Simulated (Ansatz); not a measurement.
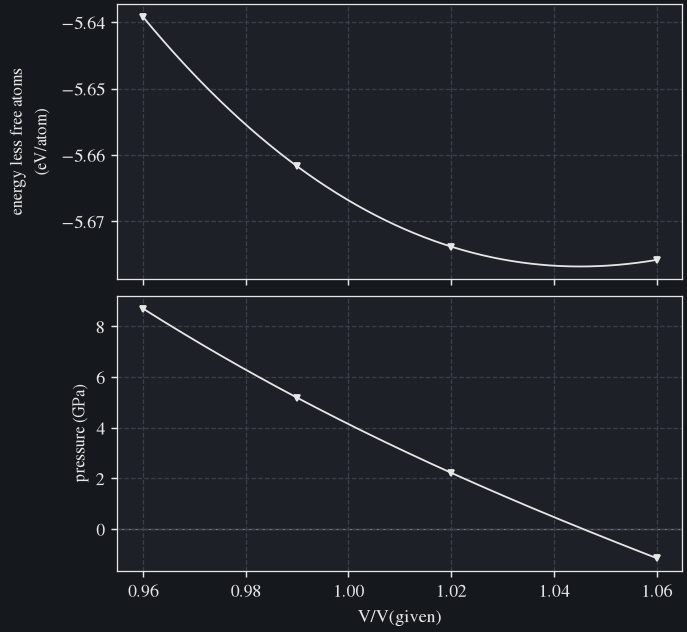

The figure shows the energy less free atoms and pressure against V/V(given) for SnO, space group P4/nmm (No. 129).

Starting cell:
```cif
data_structure
_symmetry_space_group_name_H-M 'P 1'
_symmetry_Int_Tables_number 1
_cell_length_a 3.8020
_cell_length_b 3.8020
_cell_length_c 4.8360
_cell_angle_alpha 90.000
_cell_angle_beta 90.000
_cell_angle_gamma 90.000
_cell_volume 69.91
loop_
_atom_site_label
_atom_site_type_symbol
_atom_site_fract_x
_atom_site_fract_y
_atom_site_fract_z
_atom_site_occupancy
Sn1 Sn 0.00000 0.50000 0.23850 1
Sn2 Sn 0.50000 0.00000 0.76150 1
O1 O 0.00000 0.00000 0.00000 1
O2 O 0.50000 0.50000 0.00000 1
```

How it was computed, with Ansatz 0.2.0: periodic Kohn-Sham DFT of a crystal at fixed atoms, scaled to the stated factor times the given cell; pressure positive in compression, energy less spherical unpolarised free atoms. Level: PBE.

- method: all-electron LAPW
- relativity: scalar
- k mesh: 8×8×6
- occupations: Fermi–Dirac
- smearing width: 0.01 eV
- basis error target: 1 (meV/atom)
- nucleus: Gaussian

V(given) is 17.48 Å³/atom.

How does the energy less free atoms vary with V/V(given)?

It falls from −5.6392 eV/atom at V/V(given) 0.96 to −5.6758 eV/atom at 1.06.

What does the pressure do across the range?

It falls from 8.705 GPa at V/V(given) 0.96 to −1.153 GPa at 1.06, and changes sign near 1.05.

Keep in mind: small gap, it may come from the mesh; shape and atomic fractions are frozen while scaling, which makes layered, chain and framework solids too stiff.
